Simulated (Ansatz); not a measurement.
Read the following structure.

```
CELL_PARAMETERS angstrom
3.72929 0.00000 0.00000
-1.86465 3.22966 0.00000
0.00000 0.00000 6.14140
ATOMIC_POSITIONS crystal
Zr 0.00000 0.00000 0.00000
Se 0.66667 0.33333 0.74149
Se 0.33333 0.66667 0.25851
```

> Interpret the file: composition, symmetry and coordination.

It has the composition ZrSe2. The structure has P-3m1 (No. 164) symmetry and a primitive hexagonal lattice. The arrangement is known as cadmium iodide (CdI₂, 1T) type. Content of the cell: 1 Zr, 2 Se (Z = 1). The Zr atoms are each bonded to six Se in an octahedral arrangement at 2.68 Å. The neighbours of Se are three Zr in a trigonal pyramidal arrangement at 2.68 Å. Not all metal-metal contacts are counted. The bonds build ZrSe2 layers parallel to (001).

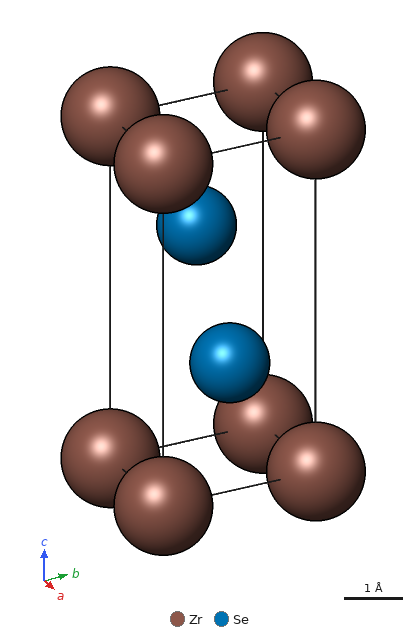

An orthographic spheres-only view of the structure, slightly off an axis. Thin lines show the conventional unit cell, with boundary atoms drawn in all their periodic places.

Starting structure: a structure listed in the Materials Project, with elements exchanged, so it need not be a known form of the compound. Earlier steps of the study may have refined or changed the cell and positions. An electronic-structure calculation with Ansatz was run on it.
